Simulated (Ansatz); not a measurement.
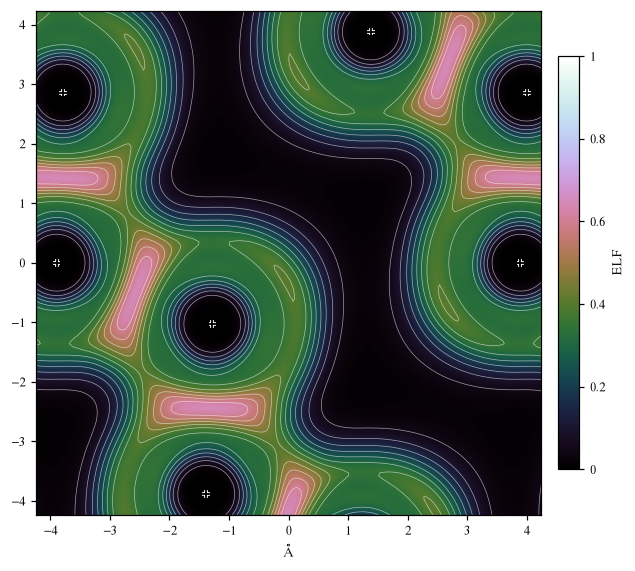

The ELF on a plane through atoms (crosses mark nuclei in the plane).

Method: Ansatz 0.2.0, DFT PBEsol, scalar-relativistic, plane waves, PAW.

Candidates:
A. Sn, a = 7.79 Å, b = 4.62 Å, c = 4.62 Å, α = 90.00°, β = 122.91°, γ = 90.00°. Space group C2/m; a structure from a database of computed crystals, not necessarily the ambient phase.
B. TiPt3, a = 4.03 Å, b = 4.03 Å, c = 4.03 Å, α = 90.00°, β = 90.00°, γ = 90.00°. Space group Pm-3m; changed on purpose from its base cell (volume × 1.10); computed pressure about −20 GPa in this cell; computed without spin polarisation.

Which system is this?

Candidate A: Sn on the (010) plane of the conventional cell, which holds Sn. Sn–Sn (2.81 Å): the ELF peaks at about 0.65 between the atoms. Sn–Sn (2.86 Å): the ELF peaks at about 0.65 between the atoms.
